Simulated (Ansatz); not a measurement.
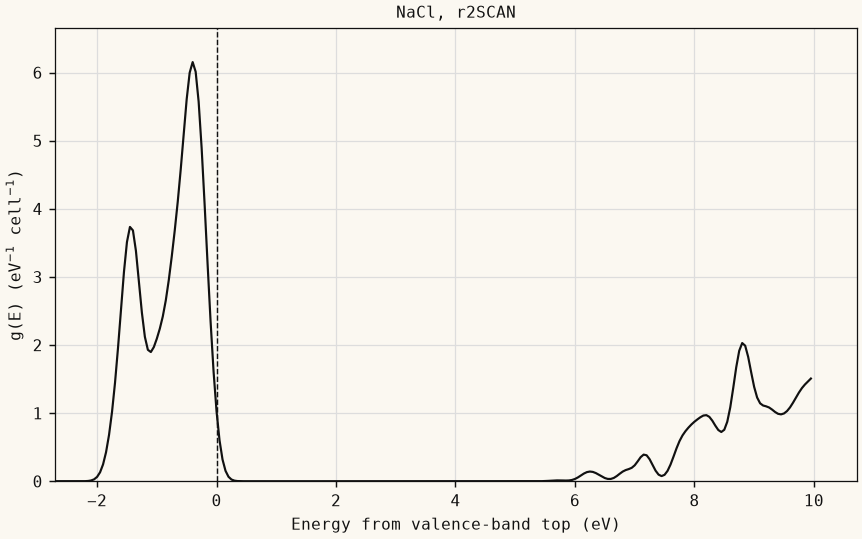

Density of states. Energies are counted from the top of the valence band. The curve is built from the levels of the k mesh with Gaussians 0.3 eV wide, which also blur the band edges.

System: NaCl, space group I4/mmm (No. 139), 2 atoms in the cell, uniaxial (x) strain +5.9%.

```
Na Cl
1.0
     0.00000    2.80273    2.80273
     2.96837    0.00000    2.80273
     2.96837    2.80273    0.00000
Na Cl
1 1
Cartesian
  0.0000 0.0000 0.0000
  2.9684 2.8027 2.8027
```

Level of theory: DFT, r2SCAN, plane waves, PAW, no spin polarisation, 8×8×8 k mesh, 500 eV cutoff; code Ansatz 0.2.0.

Is there a gap at the Fermi level, and how wide?

There is a gap; over the k points computed it is 5.72 eV (direct among those points).

Where is the tallest peak of the filled states in the window?

Within the window shown, the tallest peak of the filled states lies 0.4 eV under the valence-band top, at about 6.2 states per eV and cell.
